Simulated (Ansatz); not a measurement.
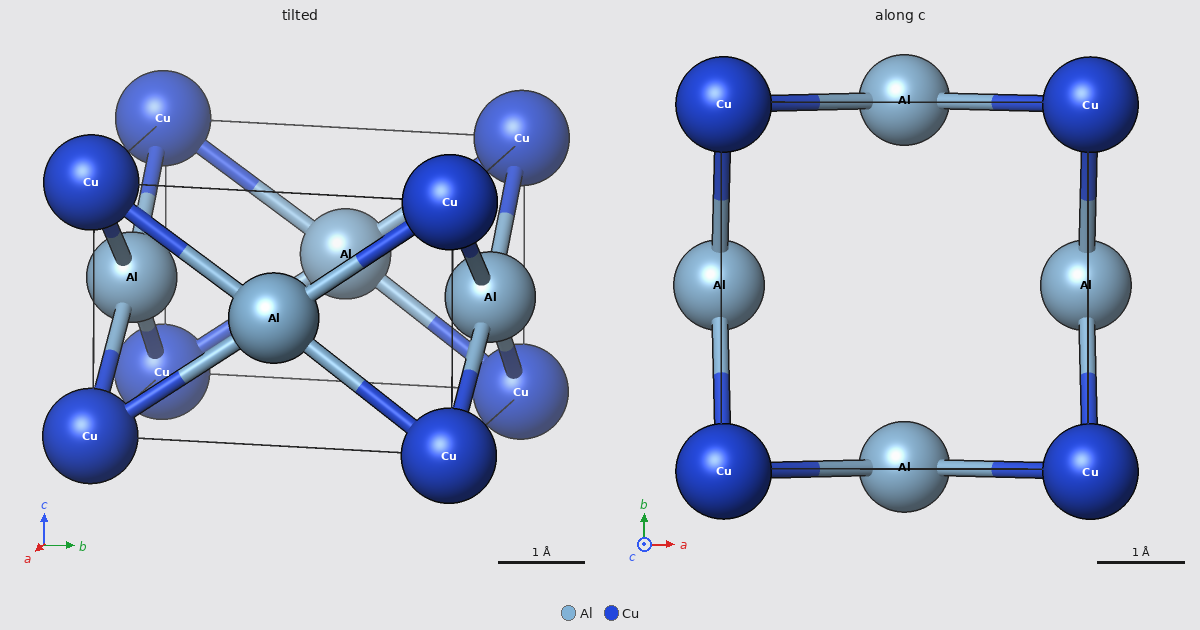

The image is a ball-and-stick drawing of a crystal, viewed slightly off an axis and along the c axis. One simulation cell is framed, with atoms on its boundary repeated.

Input used:
```yaml
crystal:
  lattice:
    - [4.2645451652, -0.0007799846, -0.04105182]
    - [-0.0007799846, 4.2645451652, -0.04105182]
    - [-0.02891313, -0.02891313, 2.9955448336]
  atoms:
    - { symbol: Al, position: [0.499141845, 0.0058142481, 0.4985493757] }
    - { symbol: Al, position: [-0.0058142481, 0.500858155, 0.5014506243] }
    - { symbol: Cu, position: [0.0066724031, -0.0066724031, 0.0] }
basis:
  ecutwfc: 420
kpoints:
  mp_grid: { grid: [10, 10, 12] }
hamiltonian:
  xc: pbesol
scf:
  occupations: { method: gaussian, width: 0.1 }
output:
  forces: true
  stress: true
  eigenvalues: true
```
Run as:
```sh
ansatz run input.yaml --threads 1 --pin off --max-ram 1331MiB --backend cpu --events-out ev --progress --plain --runs-dir out
```

The numbers come from Ansatz, DFT PBEsol, scalar-relativistic, plane waves, PAW, using 420 eV cutoff, a 10×10×12 mesh of k-points, Gaussian smearing of 0.1 eV, no spin polarisation.

Is the electronic structure metallic or gapped?

Answer. A metal: bands cross the Fermi level.

What is the computed pressure?

Answer. The computed pressure is -9.7 GPa (stretched: it would shrink). The stress isn't hydrostatic: its largest component is 10.9 GPa.

Provenance: a structure listed in the Materials Project. The cell was then strained or its atoms displaced on purpose. It went into a calculation with Ansatz.

At this level of theory the cell isn't at rest (stretched, at -10 GPa), so its distances can differ from those at equilibrium, the more so the softer the solid.
